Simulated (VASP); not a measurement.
La2O3 (space group P-3m1, No. 164). Coordinates: a cell listed in the Materials Project, as set up for an electronic-structure calculation.

```cif
data_structure
_symmetry_space_group_name_H-M 'P-3m1'
_symmetry_Int_Tables_number 164
_cell_length_a 3.9308
_cell_length_b 3.9308
_cell_length_c 6.1120
_cell_angle_alpha 90.000
_cell_angle_beta 90.000
_cell_angle_gamma 120.000
_cell_volume 81.78
loop_
_atom_site_label
_atom_site_type_symbol
_atom_site_symmetry_multiplicity
_atom_site_Wyckoff_symbol
_atom_site_fract_x
_atom_site_fract_y
_atom_site_fract_z
_atom_site_occupancy
La1 La 2 d 0.33333 0.66667 0.24624 1
O1 O 1 a 0.00000 0.00000 0.00000 1
O2 O 2 d 0.33333 0.66667 0.64589 1
```

Bonds are taken as La–O below 3.1 Å; no other contact counts. Atoms with one bond or none are removed and atoms with two bonds are replaced by edges, until no such atom is left.

What net does this leave?

The result is a trinodal (4,6,7)-connected, three-periodic net: O(2d) is a 4-connected node; O(1a) is a 6-connected node; La is a 7-connected node, in the ratio 2:1:2. It is a single net, without interpenetration.

```csv
node,links,point symbol,coordination sequence
O(2d),4,4⁶,4 18 31 83
O(1a),6,4¹²·6³,6 24 30 74
La,7,4¹²·6⁹,7 15 46 53
```

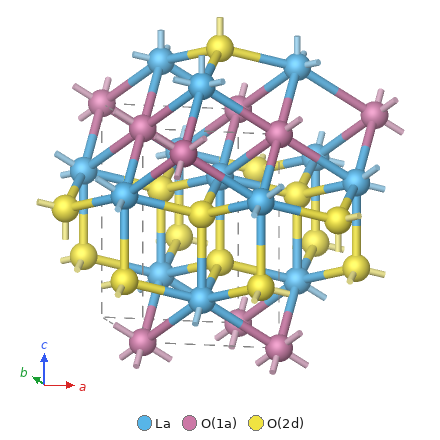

Nodes are coloured by topological kind. Edges to nodes outside the piece are drawn as stubs.
